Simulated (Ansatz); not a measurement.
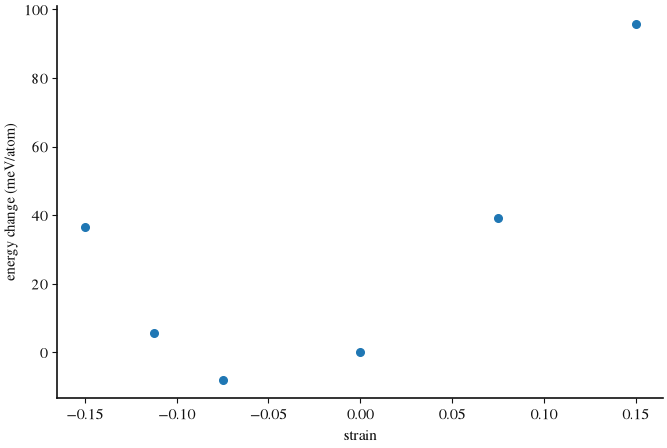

The plot gives the computed energy change against strain for Rb, space group Fm-3m (No. 225).

The given structure:
```yaml
crystal:
  lattice:
    - [0.00000, 3.63988, 3.63988]
    - [3.63988, 0.00000, 3.63988]
    - [3.63988, 3.63988, 0.00000]
  atoms:
    - { symbol: Rb, position: [0.00000, 0.00000, 0.00000] }
```

Calculation (Ansatz 0.2.0): homogeneous strain of a crystal along one Voigt pattern with engineering shear, fractional coordinates fixed, by plane-wave density functional theory with PAW datasets, free energies less that of the undisturbed cell; scalar-relativistic. Level: PBE with D3(BJ), no spin polarisation.

- wave cutoff: 420 eV
- k mesh: 12×12×12
- occupations: Gaussian
- smearing width: 0.15 eV
- k shift: (0, 0, 0) (mesh steps)
- start: as given
- strain pattern: (1, 1, 0, 0, 0, 0) (xx yy zz yz xz xy with engineering shear)

The points at strain 0.0375 and 0.1125 are left out of the plot. What values does the calculation give there?

| strain | energy change (meV/atom) |
| --- | --- |
| 0.0375 | 17 |
| 0.1125 | 66 |

Keep in mind: reference crystal is not relaxed.
